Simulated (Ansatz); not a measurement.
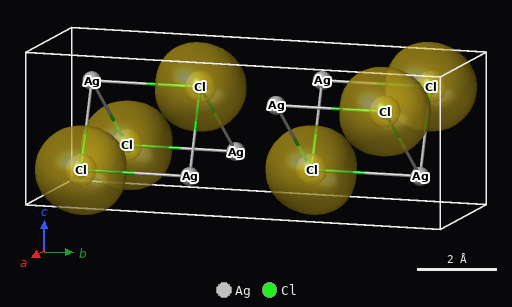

The picture shows: AgCl. Isosurface of the electron localisation function at 0.7 (yellow), seen slightly off an axis. Only the valence region is drawn (cores and ρ < 0.01 e/Å³ removed). Sticks mark near contacts.

Space group Cmcm; a structure from a database of computed crystals, not necessarily the ambient phase; started from the database structure prototype, which need not be the ambient phase.

Level of theory: DFT, r2SCAN, plane waves, PAW (Ansatz 0.2.0).

Core electrons are frozen (PAW), and the valence fields are smoothed inside the atomic spheres.

Q: Identify the bonds, lone pairs and shells in this picture.

A: At this value the surface marks out four regions wrapped around Cl (the valence shell of each), counted in one cell of 8 atoms. Any copies at cell faces, edges or corners count once. Along the contacts the grid gives the following. Ag–Cl (2.73 Å): the ELF peaks at about 0.85 in the valence shell of Cl, 0.8 Å from its nucleus, and drops to about 0.10 between the two atoms; no shared electron pair shows on this line. Ag–Cl (2.91 Å): the ELF is about 0.10 at the midpoint; no localised pair shows between them.

Q: Does the calculation give a band gap?

A: It is gapped, with a Kohn–Sham gap of 1.0 eV on the k-point mesh, an upper bound to the gap of this method.
